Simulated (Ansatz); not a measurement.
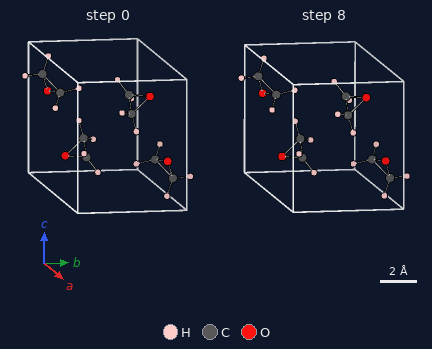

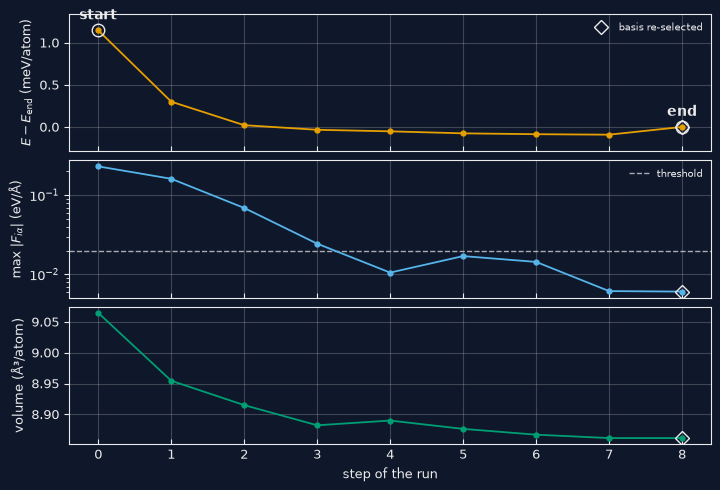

First and last geometry of a relaxation of solid H$_{4}$C$_{2}$O (set up in P2_1/c), with the history of the run. The picture is a ball-and-stick view of the cell of the calculation, seen from a free direction.

Case: relaxed again at another level of theory.

Method: Ansatz, DFT r2SCAN, scalar-relativistic, plane waves, PAW. Set-up: plane-wave cutoff 500 eV; k-point mesh 6 × 4 × 4; occupations gaussian; smearing width 0.02 eV; no spin polarisation; cell and atoms relaxed; force threshold 0.02 eV/Å; at most 50 steps.

Read the history and describe the run.

It converged. Over 7 accepted moves (8 points after the start) the energy falls by 1.1 meV per atom. The largest force component goes from 0.23 to 0.0061 eV/Å. The pressure goes from −1.67 to 0.00 GPa. At 1 point the geometry stayed and the basis and grid were re-selected for the new cell (energy shift of 0.1 meV per atom at most each time). The largest moves relative to the cell, 0.078 Å, are those of O atoms. By element the largest moves are O 0.078 Å, H 0.067 Å, C 0.024 Å. The volume changes by −2.2 %, with a 4.667 → 4.593 Å (−1.6 %), b 8.367 → 8.473 Å (+1.3 %), c 7.381 → 7.206 Å (−2.4 %), β 118.3° → 117.8°. Near-neighbour distances that change, for instance: C–O 1.444 → 1.436 Å, C–H 1.092 → 1.085 Å, C–C 1.465 → 1.459 Å. The space group stays P2_1/c (No. 14).
